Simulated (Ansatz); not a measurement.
AlCu₅: geometry relaxation (part 2 of 2)

AlCu₅ (Pmmm, 6 atoms in the cell); DFT PBE, scalar-relativistic, plane waves, PAW, no spin polarisation (Ansatz 0.2.0); cutoff 420 eV, 14×12×6 k-mesh, Gaussian smearing of 0.1 eV. The structure was made by a generator, so it may or may not be a known phase.

Geometry of the input (Å; fractional positions):
```
2.7720  0.0000  0.0000
0.0000  3.3236  0.0000
0.0000  0.0000  8.0605
Al 0.5000  0.5000  0.5000
Cu 0.5000  0.5000  0.8374
Cu 0.0000  0.0000  0.6727
Cu 0.0000  0.0000  0.3273
Cu 0.5000  0.5000  0.1626
Cu 0.0000  0.0000  0.0000
```

What the program printed, continued:
```
SCF iter   1: F=—  HF=-33663.913258 eV  |F-HF|=—  |Δ(HF+E_count)|=         —  Δρ=3.87e-4  dr2=7.13e-5  ethr=1.05e-7  ⟨swp⟩=3.0  Hψ=54822  notcnv=0
preconditioner: auto → Kerker (q_TF=auto, 2.857 Å⁻¹)  [metal: Δε(μ)=0.010 eV  Ē_g=9.096 eV  σ=0.100 eV  W_gap=0.06  n_scr=22 (ndim 8)  ℏωp=32.8 eV  f_vac=0.001  D(μ)=1.85/eV (n_scr^D=10)]
SCF iter   2: F=—  HF=-33663.913180 eV  |F-HF|=—  |Δ(HF+E_count)|=   7.73e-5  Δρ=1.38e-4  dr2=1.05e-5  ethr=7.27e-8  ⟨swp⟩=2.4  Hψ=18307  notcnv=0
SCF iter   3: F=—  HF=-33663.913178 eV  |F-HF|=—  |Δ(HF+E_count)|=   2.73e-6  Δρ=8.11e-5  dr2=4.33e-6  ethr=1.07e-8  ⟨swp⟩=2.3  Hψ=18809  notcnv=0
SCF iter   4: F=—  HF=-33663.913177 eV  |F-HF|=—  |Δ(HF+E_count)|=   5.57e-7  Δρ=1.98e-5  dr2=2.06e-7  ethr=4.42e-9  ⟨swp⟩=2.4  Hψ=17884  notcnv=0
iter 5 did not close the SCF: its close was put off for the readings that it lacked (scf_convergence_deferred on its scf_iter line)
SCF iter   5: F=-33663.913177 eV  HF=-33663.913177 eV  |F-HF|=1.85e-8  |Δ(HF+E_count)|=   4.50e-8  Δρ=5.51e-6  dr2=2.27e-8  ethr=2.10e-10  ⟨swp⟩=2.1  Hψ=19092  notcnv=0
SCF iter   6: F=-33663.913177 eV  HF=-33663.913177 eV  |F-HF|=6.49e-9  |Δ(HF+E_count)|=   5.37e-9  Δρ=3.27e-6  dr2=5.54e-9  ethr=2.32e-11  ⟨swp⟩=2.3  Hψ=41041  notcnv=0
SCF 8 converged in 6 iterations: F = -33663.913177 eV  dr2 = 5.54e-9
relax step   8: F+E_penalty+E_count = -33663.91317712 eV  Δ(F+E_penalty+E_count) = -1.056e-4 eV  max|allowed force component| = 1.022e-3 eV/Å  Δτ_max = 0.0003 Å  P = -0.005 GPa  Ω = 74.396 Å³  energy of the carried Pulay correction = -3.777e-5 eV  (6 SCF iters, dr2 threshold 9.89e-8 eV, accepted)
iter 1 solved again at ethr=3.91e-8 eV; its pass at ethr=3.10e-3 eV (dr2=3.83e-5 eV) is discarded
SCF iter   1: F=—  HF=-33663.913257 eV  |F-HF|=—  |Δ(HF+E_count)|=         —  Δρ=1.10e-4  dr2=2.01e-7  ethr=3.91e-8  ⟨swp⟩=3.0  Hψ=78598  notcnv=0
preconditioner: auto → Kerker (q_TF=auto, 2.857 Å⁻¹)  [metal: Δε(μ)=0.009 eV  Ē_g=9.094 eV  σ=0.100 eV  W_gap=0.05  n_scr=22 (ndim 8)  ℏωp=32.8 eV  f_vac=0.001  D(μ)=1.85/eV (n_scr^D=10)]
SCF iter   2: F=—  HF=-33663.913212 eV  |F-HF|=—  |Δ(HF+E_count)|=   4.54e-5  Δρ=5.61e-5  dr2=5.94e-8  ethr=2.05e-10  ⟨swp⟩=2.0  Hψ=22776  notcnv=0
SCF iter   3: F=—  HF=-33663.913218 eV  |F-HF|=—  |Δ(HF+E_count)|=   5.89e-6  Δρ=7.59e-6  dr2=2.29e-9  ethr=6.06e-11  ⟨swp⟩=1.0  Hψ=13218  notcnv=0
SCF iter   4: F=—  HF=-33663.913218 eV  |F-HF|=—  |Δ(HF+E_count)|=   1.03e-7  Δρ=1.39e-6  dr2=1.25e-9  ethr=2.33e-12  ⟨swp⟩=2.0  Hψ=23774  notcnv=0
SCF iter   5: F=—  HF=-33663.913218 eV  |F-HF|=—  |Δ(HF+E_count)|=  1.75e-10  Δρ=4.49e-7  dr2=2.54e-10  ethr=1.27e-12  ⟨swp⟩=2.3  Hψ=18173  notcnv=0
SCF iter   6: F=-33663.913218 eV  HF=-33663.913218 eV  |F-HF|=4.37e-11  |Δ(HF+E_count)|=  3.64e-11  Δρ=1.02e-7  dr2=3.56e-11  ethr=1.00e-12  ⟨swp⟩=4.3  Hψ=43851  notcnv=0
SCF 9 converged in 6 iterations: F = -33663.913218 eV  dr2 = 3.56e-11
relax step   9: F+E_penalty+E_count = -33663.91321762 eV  Δ(F+E_penalty+E_count) = -4.050e-5 eV  max|allowed force component| = 1.029e-3 eV/Å  Δτ_max = 0.0000 Å  P = -0.007 GPa  Ω = 74.396 Å³  stress off target by 3.23e-2 GPa  SCF on the basis re-selected at this cell (its energy is not comparable with the rows above)  (6 SCF iters)
```

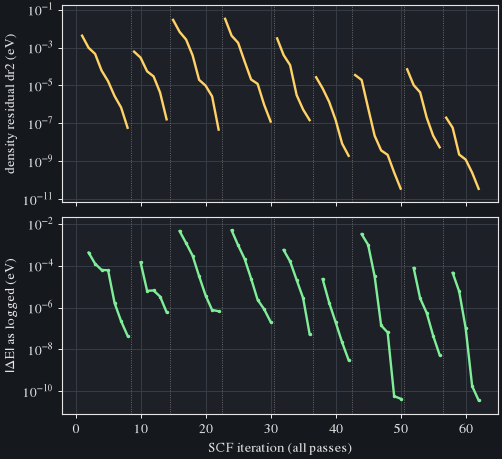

**Figure 1.** Convergence of the self-consistent field: density residual dr2 and size of the energy change against the SCF iteration. The dotted lines part the SCF passes of the relaxation: geometry steps, rejected trials and re-solves on a re-selected basis. The 9 passes take 6 to 8 iterations each, 62 in all.

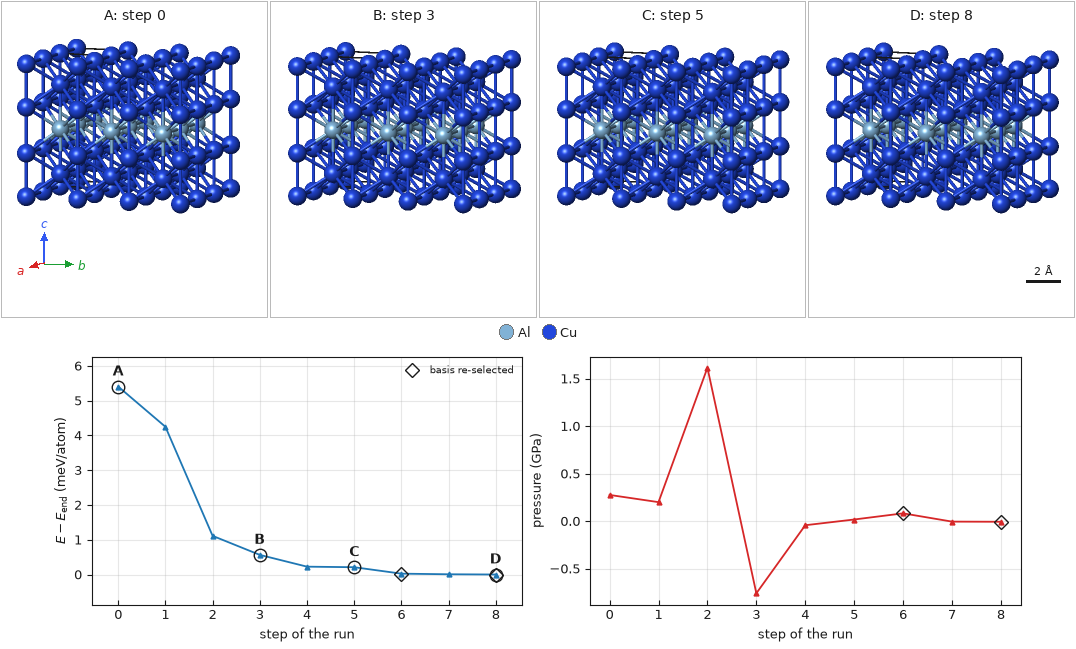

**Figure 2.** Frames of the relaxation (ball-and-stick view of the cell of the calculation, repeated 3 × 3 × 1, seen slightly off an axis) above the curves, on which the letters mark them (the first geometry is step 0 here and step 1 in the log).

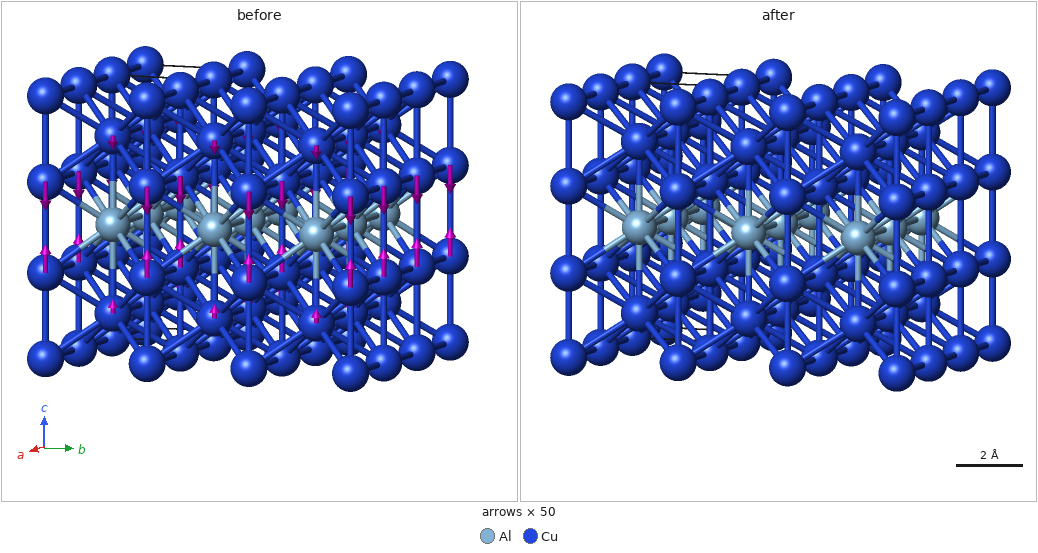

**Figure 3.** Before (left) and after (right) the relaxation, at one scale (ball-and-stick view of the cell of the calculation, repeated 3 × 3 × 1, seen slightly off an axis). The pink arrows give the displacements (without the part carried along by the change of the cell), magnified 50 times. The largest moves relative to the cell, 0.018 Å, are those of Cu3 and Cu4. Al stays in place. Cell: a 2.772 → 2.655 Å (−4.2 %), b 3.324 → 3.576 Å (+7.6 %), c 8.060 → 7.835 Å (−2.8 %). Volume +0.2 %. Among the contacts that change: Cu2–Cu2 2.772 → 2.655 Å, Al1–Al1 2.772 → 2.655 Å, Cu3–Cu4 2.784 → 2.671 Å, Al1–Cu2 2.720 → 2.635 Å. The space group stays Pmmm (No. 47). The energy falls by 5.4 meV per atom in 6 geometry steps. The largest force component goes from 0.091 to 0.001 eV/Å. The pressure goes from 0.28 to −0.01 GPa. 1 further SCF at an unchanged geometry re-selected the plane-wave basis for the new cell. The energy change given includes the shifts at the re-selections in mid-walk, which come without any move. A last SCF at the same geometry on a re-selected plane-wave basis shifts the energy by next to nothing (0.0 meV per atom). (Atoms are counted from 1 in the order of the input.)

```
basis re-selected at this cell: Δ(F+E_penalty+E_count) = -4.050e-5 eV, ΔP = -0.001 GPa vs the last step (what re-selecting the basis moved, of the pressure what is left beyond the Pulay correction that the steps carried, after the strain that the cell walked since its last selection, with what the two solves' SCF thresholds leave and, on support functions, any second-order correction that the steps lacked; it is no measure of the basis error at this ecutwfc). This SCF's stress stands 3.23e-2 GPa from its target on what of the cell is left free (relax.cell.stress_tol is 5.00e-2 GPa) and its largest allowed force component is 1.03e-3 eV/Å (relax.f_tol is 1.00e-2 eV/Å): within both
SCF converged after 6 iterations
Free energy (F): -33663.913218 eV
Harris-Foulkes:  -33663.913218 eV  (|F-HF|=4.37e-11)
Internal energy: -33663.903968 eV  (E = F + TS)
E sigma→0 (E₀):  -33663.908593 eV
Entropy (-TS):   -0.009249 eV (-1.542 meV/atom)
Fermi energy:    15.186770 eV
--- Per-component energies (eV) ---
  E_band       = -1934.875725
  E_kinetic    = 1522.958611
  E_local      = -24067.141026  (includes V_loc(G=0)·N_el)
  E_nonlocal   = 1956.810952
  E_hartree    = 10760.137809
  E_xc         = -488.247809
  E_vxc        = -607.782803  (∫ρ·V_xc dr)
  E_paw        = -8780.146513  (= ΣΔE_a)
  E_vpaw       = -2259.997882  (= ΣTr[D̂ρ^β])
  E_aug_tail   = 0.001357  (compensation charges beyond the density's cutoff)
  E_ewald      = -14568.277350
  E_smearing   = -0.009249  (= −TS)
  E_closure    = 0.000000  (closes the sum)
  Σ components = -33663.913218   (vs F -33663.913218, Δ=0.00e0)
--- Forces (eV/Å), atoms counted from 1 ---
  atom   1  Al     0.00000000    -0.00000000     0.00000000
  atom   2  Cu     0.00000000     0.00000000    -0.00032966
  atom   3  Cu     0.00000000     0.00000000    -0.00102876
  atom   4  Cu    -0.00000000    -0.00000000     0.00102876
  atom   5  Cu    -0.00000000    -0.00000000     0.00032966
  atom   6  Cu     0.00000000     0.00000000     0.00000000
  max |Σ_I F_I| component: 1.08e-19 eV/Å
--- Stress (GPa, compression-positive) ---
        0.005162       0.000000      -0.000000
        0.000000       0.007341      -0.000000
       -0.000000      -0.000000      -0.032303
  P = ⅓ Tr σ = -0.0066 GPa (-0.066 kbar)
--- Band table (eV; the first three rows and the last of 224) ---
  k-point 0: bands = ["-97.9076", "-97.9064", "-97.4278", "-97.4254", "-97.2989", "-55.3051", "-55.3037", "-55.2579", "-55.2488", "-55.2476", "-55.2415", "-54.8514", "-54.8257", "-54.7930", "-54.7814", "-54.7568", "-54.7527", "-54.6727", "-54.6696", "-54.6398", "4.8849", "7.6668", "7.7774", "10.4508", "10.8380", "10.8728", "10.9825", "11.2884", "11.3297", "11.5756", "11.7471", "11.8910", "12.0128", "12.0643", "12.1667", "12.1861", "12.2248", "12.4373", "12.4793", "12.6100", "12.6965", "12.7941", "13.0470", "13.1023", "13.1058", "13.1147", "13.2720", "13.5641", "15.8998", "16.7361", "17.1002", "19.4664", "19.7037", "20.1229", "23.0698", "23.2635", "25.0462", "26.4296", "26.5845"]
  k-point 1: bands = ["-97.9076", "-97.9064", "-97.4278", "-97.4254", "-97.2989", "-55.3051", "-55.3037", "-55.2580", "-55.2488", "-55.2475", "-55.2414", "-54.8514", "-54.8257", "-54.7930", "-54.7814", "-54.7568", "-54.7527", "-54.6727", "-54.6696", "-54.6398", "4.9280", "7.0720", "8.4697", "10.4780", "10.7888", "10.8593", "10.9403", "11.2724", "11.3060", "11.5795", "11.7330", "11.9620", "12.0184", "12.0643", "12.1575", "12.1881", "12.2167", "12.4411", "12.4508", "12.6158", "12.7089", "12.7939", "13.0093", "13.0218", "13.1119", "13.2156", "13.2636", "13.5647", "15.6416", "16.0527", "18.4098", "18.9337", "19.4659", "20.9859", "22.8321", "23.6488", "25.1013", "25.2576", "26.1135"]
  k-point 2: bands = ["-97.9076", "-97.9064", "-97.4278", "-97.4254", "-97.2989", "-55.3051", "-55.3037", "-55.2583", "-55.2488", "-55.2476", "-55.2411", "-54.8514", "-54.8257", "-54.7930", "-54.7814", "-54.7568", "-54.7527", "-54.6727", "-54.6696", "-54.6398", "5.0308", "6.5945", "9.2329", "10.5306", "10.5506", "10.8527", "10.9110", "11.1986", "11.2442", "11.6035", "11.7206", "12.0321", "12.0615", "12.1112", "12.1368", "12.1985", "12.2021", "12.3942", "12.4474", "12.6273", "12.7347", "12.7933", "12.8438", "12.9893", "13.1061", "13.2457", "13.4364", "13.5659", "14.6842", "16.4405", "18.1180", "19.4648", "20.0296", "22.0905", "22.6243", "23.6074", "24.3311", "24.7860", "25.2309"]
  k-point 223: bands = ["-97.9050", "-97.9038", "-97.4250", "-97.4228", "-97.2965", "-55.3025", "-55.3011", "-55.2850", "-55.2835", "-55.2550", "-55.2379", "-54.8484", "-54.8217", "-54.7969", "-54.7889", "-54.7875", "-54.7791", "-54.6710", "-54.6699", "-54.6695", "9.9267", "10.2196", "10.5123", "10.6382", "10.7385", "10.8637", "11.3221", "11.3662", "11.5327", "11.6812", "11.7999", "11.8808", "11.9114", "11.9347", "12.0725", "12.1134", "12.1557", "12.3217", "12.5851", "12.6784", "12.7589", "13.1764", "13.3544", "13.4001", "13.5344", "14.4842", "14.7228", "14.9249", "15.0082", "15.7461", "16.3356", "18.1838", "18.5912", "19.7675", "19.8629", "20.0688", "20.3203", "20.5432", "21.6946"]
--- Relaxed structure (7 steps of the walk, 7 accepted, 2 SCFs on fresh bases) ---
  F+E_penalty+E_count = -33663.91321762 eV   max|allowed force component| = 1.029e-3 eV/Å   (the final SCF, on the basis selected at the relaxed cell)
  cell:  # Å, volume = 74.3956 Å³
    - [2.6548894431093943, 1.2702454884098508e-34, 6.350559055774834e-35]
    - [4.569629136544854e-34, 3.5763012523537956, -2.15867241301909e-32]
    - [1.8466552823892065e-34, -5.2352677255734e-32, 7.835494909222735]
  atoms:
    - { symbol: Al, position: [0.5, 0.5, 0.5] }
    - { symbol: Cu, position: [0.5, 0.5, 0.8363362798203304] }
    - { symbol: Cu, position: [-1.986349483292541e-33, 3.7906902660156976e-33, 0.6704430125730032] }
    - { symbol: Cu, position: [-1.1178615621936228e-33, -3.82935942263636e-33, 0.3295569874269968] }
    - { symbol: Cu, position: [0.5, 0.5, 0.1636637201796696] }
    - { symbol: Cu, position: [-7.323343459683062e-35, 8.976903236963112e-35, 6.277062667753628e-20] }
```

Trajectory as extended XYZ (Å, eV, eV/Å), 9 frames, from step=1 to step=9:
```
6
Lattice="2.7720 0.0000 0.0000 0.0000 3.3236 0.0000 0.0000 0.0000 8.0605" Properties=species:S:1:pos:R:3:forces:R:3 step=1 energy=-33663.88080 pressure_GPa=0.28
Al    1.3860    1.6618    4.0302    0.0000   0.0000   0.0000
Cu    1.3860    1.6618    6.7501    0.0000   0.0000  -0.0289
Cu    0.0000    0.0000    5.4223    0.0000   0.0000  -0.0915
Cu    0.0000    0.0000    2.6382    0.0000   0.0000   0.0915
Cu    1.3860    1.6618    1.3103    0.0000   0.0000   0.0289
Cu    0.0000    0.0000    0.0000    0.0000   0.0000   0.0000
6
Lattice="2.7620 0.0000 0.0000 0.0000 3.3476 0.0000 0.0000 0.0000 8.0344" Properties=species:S:1:pos:R:3:forces:R:3 step=2 energy=-33663.88774 pressure_GPa=0.20
Al    1.3810    1.6738    4.0172    0.0000   0.0000   0.0000
Cu    1.3810    1.6738    6.7246    0.0000   0.0000  -0.0131
Cu    0.0000    0.0000    5.3981    0.0000   0.0000  -0.0559
Cu    0.0000    0.0000    2.6363    0.0000   0.0000   0.0559
Cu    1.3810    1.6738    1.3098    0.0000   0.0000   0.0131
Cu    0.0000    0.0000    0.0000    0.0000   0.0000   0.0000
6
Lattice="2.6667 0.0000 0.0000 0.0000 3.5103 0.0000 0.0000 0.0000 7.8502" Properties=species:S:1:pos:R:3:forces:R:3 step=3 energy=-33663.90655 pressure_GPa=1.61
Al    1.3333    1.7552    3.9251    0.0000   0.0000   0.0000
Cu    1.3333    1.7552    6.5669    0.0000   0.0000  -0.0208
Cu    0.0000    0.0000    5.2580    0.0000   0.0000   0.0449
Cu    0.0000    0.0000    2.5922    0.0000   0.0000  -0.0449
Cu    1.3333    1.7552    1.2833    0.0000   0.0000   0.0208
Cu    0.0000    0.0000    0.0000    0.0000   0.0000   0.0000
6
Lattice="2.6577 0.0000 0.0000 0.0000 3.5786 0.0000 0.0000 0.0000 7.8616" Properties=species:S:1:pos:R:3:forces:R:3 step=4 energy=-33663.90983 pressure_GPa=-0.76
Al    1.3289    1.7893    3.9308    0.0000   0.0000   0.0000
Cu    1.3289    1.7893    6.5693    0.0000   0.0000   0.0375
Cu    0.0000    0.0000    5.2624    0.0000   0.0000   0.0567
Cu    0.0000    0.0000    2.5992    0.0000   0.0000  -0.0567
Cu    1.3289    1.7893    1.2923    0.0000   0.0000  -0.0375
Cu    0.0000    0.0000    0.0000    0.0000   0.0000   0.0000
6
Lattice="2.6626 0.0000 0.0000 0.0000 3.5600 0.0000 0.0000 0.0000 7.8466" Properties=species:S:1:pos:R:3:forces:R:3 step=5 energy=-33663.91187 pressure_GPa=-0.04
Al    1.3313    1.7800    3.9233    0.0000   0.0000   0.0000
Cu    1.3313    1.7800    6.5631    0.0000   0.0000  -0.0071
Cu    0.0000    0.0000    5.2598    0.0000   0.0000   0.0089
Cu    0.0000    0.0000    2.5868    0.0000   0.0000  -0.0089
Cu    1.3313    1.7800    1.2835    0.0000   0.0000   0.0071
Cu    0.0000    0.0000    0.0000    0.0000   0.0000   0.0000
6
Lattice="2.6581 0.0000 0.0000 0.0000 3.5655 0.0000 0.0000 0.0000 7.8441" Properties=species:S:1:pos:R:3:forces:R:3 step=6 energy=-33663.91196 pressure_GPa=0.02
Al    1.3291    1.7827    3.9221    0.0000   0.0000   0.0000
Cu    1.3291    1.7827    6.5604    0.0000   0.0000   0.0000
Cu    0.0000    0.0000    5.2593    0.0000   0.0000  -0.0015
Cu    0.0000    0.0000    2.5848    0.0000   0.0000   0.0015
Cu    1.3291    1.7827    1.2837    0.0000   0.0000   0.0000
Cu    0.0000    0.0000    0.0000    0.0000   0.0000   0.0000
6
Lattice="2.6581 0.0000 0.0000 0.0000 3.5655 0.0000 0.0000 0.0000 7.8441" Properties=species:S:1:pos:R:3:forces:R:3 step=7 energy=-33663.91307 pressure_GPa=0.08
Al    1.3291    1.7827    3.9221    0.0000   0.0000   0.0000
Cu    1.3291    1.7827    6.5604    0.0000   0.0000  -0.0003
Cu    0.0000    0.0000    5.2593    0.0000   0.0000  -0.0016
Cu    0.0000    0.0000    2.5848    0.0000   0.0000   0.0016
Cu    1.3291    1.7827    1.2837    0.0000   0.0000   0.0003
Cu    0.0000    0.0000    0.0000    0.0000   0.0000   0.0000
6
Lattice="2.6549 0.0000 0.0000 0.0000 3.5763 0.0000 0.0000 0.0000 7.8355" Properties=species:S:1:pos:R:3:forces:R:3 step=8 energy=-33663.91318 pressure_GPa=-0.01
Al    1.3274    1.7882    3.9177    0.0000   0.0000   0.0000
Cu    1.3274    1.7882    6.5531    0.0000   0.0000  -0.0003
Cu    0.0000    0.0000    5.2533    0.0000   0.0000  -0.0010
Cu    0.0000    0.0000    2.5822    0.0000   0.0000   0.0010
Cu    1.3274    1.7882    1.2824    0.0000   0.0000   0.0003
Cu    0.0000    0.0000    0.0000    0.0000   0.0000   0.0000
6
Lattice="2.6549 0.0000 0.0000 0.0000 3.5763 0.0000 0.0000 0.0000 7.8355" Properties=species:S:1:pos:R:3:forces:R:3 step=9 energy=-33663.91322 pressure_GPa=-0.01
Al    1.3274    1.7882    3.9177    0.0000   0.0000   0.0000
Cu    1.3274    1.7882    6.5531    0.0000   0.0000  -0.0003
Cu    0.0000    0.0000    5.2533    0.0000   0.0000  -0.0010
Cu    0.0000    0.0000    2.5822    0.0000   0.0000   0.0010
Cu    1.3274    1.7882    1.2824    0.0000   0.0000   0.0003
Cu    0.0000    0.0000    0.0000    0.0000   0.0000   0.0000
```

Summary:

```csv
quantity,value
outcome,converged
space group (tolerance 0.01 Å),Pmmm (47)
electrons treated,98
free energy,−33663.9132 eV
Fermi energy,15.187 eV
gap on the k-point mesh,none (metallic)
pressure,−0.01 GPa
final volume,74.40 Å³
largest force (length of the vector) at the end,0.001 eV/Å
final cell,"a = 2.655 Å, b = 3.576 Å, c = 7.835 Å, α = 90.00°, β = 90.00°, γ = 90.00°"
wall time,3.2 min (CPU time 12 min)
peak memory,1 GiB
```
